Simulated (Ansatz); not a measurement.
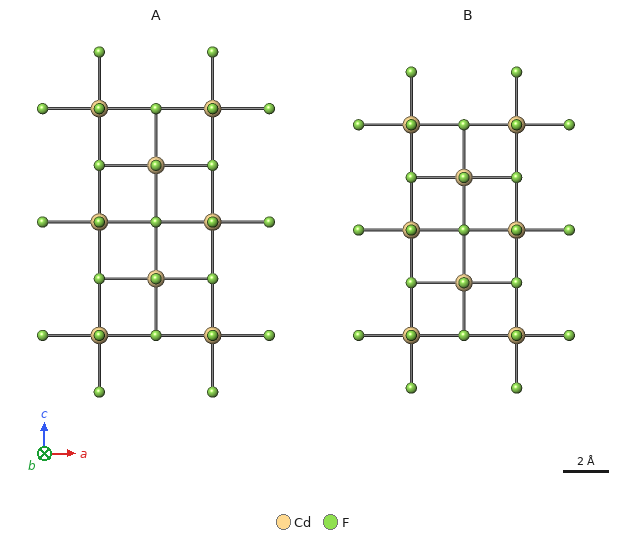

Two geometries of crystalline CdF3 (a generated structure, set up in Im-3m) (coarse preliminary run), drawn at one scale. One is the start of a relaxation, the other its converged end. Style: ball-and-stick. Shown: the conventional cell (2 times the calculation's cell), repeated 1 × 1 × 2 with one cell outlined, along the b axis. Lengths and directions refer to the drawn axes.

All numbers below come from Ansatz 0.2.0, DFT PBE, scalar-relativistic, plane waves, PAW. (plane-wave cutoff 420 eV; k-point mesh 6 × 6 × 6; occupations gaussian; smearing width 0.1 eV; collinear spin; cell and atoms relaxed; force threshold 0.04 eV/Å; at most 70 steps)

Which one is relaxed?

Answer. Structure B is the relaxed one. The atoms keep their places relative to the cell (all moves are under 0.005 Å). The drawn cell changes as follows: a = b = c 5.053 → 4.694 Å (−7.1 %); the volume changes by −19.8 %. Near-neighbour distances that change, for instance: Cd–F 2.526 → 2.347 Å. The space group stays Im-3m (No. 229). Over 4 accepted moves (6 points after the start) the energy falls by 0.505 eV per cell of the calculation. All forces vanish by symmetry, so only the cell relaxes. Pressure: −10.13 GPa at the start and −0.04 GPa at the end. The SCF was repeated twice at an unchanged geometry on a basis and grid sized afresh for the cell, which shifted the energy by 16.2 meV per cell of the calculation at most. The run took 22 s on 1 thread of Arm Neoverse V1 (shared host), peak memory 0.33 GiB.
